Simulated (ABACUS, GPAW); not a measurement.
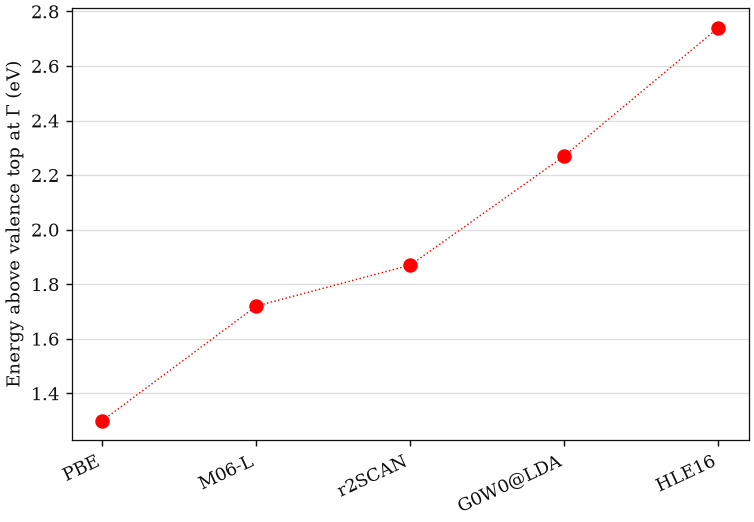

Lowest conduction level at Γ, counted from the valence-band top at Γ, by several methods on one cell of zincblende ZnSe, space group F-43m (No. 216), 2 atoms in the primitive cell; cubic a = 5.668 Å. All runs are without spin-orbit coupling and carry no moments.

How do the methods rank at Γ?

Answer. From low to high: PBE 1.30, M06-L 1.72, r2SCAN 1.87, G0W0@LDA 2.27, HLE16 2.74 eV.

| method | program | Γ (eV) |
| --- | --- | --- |
| PBE | GPAW | 1.30 |
| M06-L | ABACUS | 1.72 |
| r2SCAN | GPAW | 1.87 |
| G0W0@LDA | GPAW | 2.27 |
| HLE16 | ABACUS | 2.74 |

Settings. PBE: GPAW PAW data sets (gpaw-data 1.2.1), 7×7×7 k mesh, Fermi-Dirac smearing of 0.05 eV (GPAW). M06-L: SG15 ONCV 1.2 PBE, 5×5×5 k mesh, 1374 eV cutoff, Fermi-Dirac smearing of 0.05 eV (ABACUS 3.10.1). r2SCAN: GPAW PAW data sets (gpaw-data 1.2.1), 5×5×5 k mesh, 500 eV cutoff, Fermi-Dirac smearing of 0.001 eV (GPAW 26.7.0). G0W0@LDA: LDA, the program's PAW data sets (release 1.2.1) made for this functional, 5×5×5 k mesh, 400 eV cutoff, Fermi-Dirac smearing of 0.001 eV (GPAW), G0W0 with response cutoff 200 eV, frequency model plasmon pole and response bands 292, extrapolated in the response cutoff. HLE16: SG15 ONCV 1.2 PBE, 6×6×6 k mesh, 1184 eV cutoff, Fermi-Dirac smearing of 0.05 eV (ABACUS 3.10.1).

These are five of the 12 methods that were run on this cell. The runs come from different programs and meshes, which adds differences of its own. Spin-orbit coupling is left out, which matters for Se. LDA, GGA and most meta-GGA functionals understate gaps. M06-L and HLE16: the potentials were made for another functional. r2SCAN and G0W0@LDA: the k mesh is coarse. r2SCAN: energy and the plain gap are those of the semilocal run; the hybrids' values are one shot on its orbitals and mesh. r2SCAN: the PAW data sets were made with another functional. G0W0@LDA: the quasiparticle gap is taken among the few k points that were corrected. G0W0@LDA: the long-wavelength limit can be off by several per cent where d states take part. HLE16: the potentials were made for a functional far from this one.
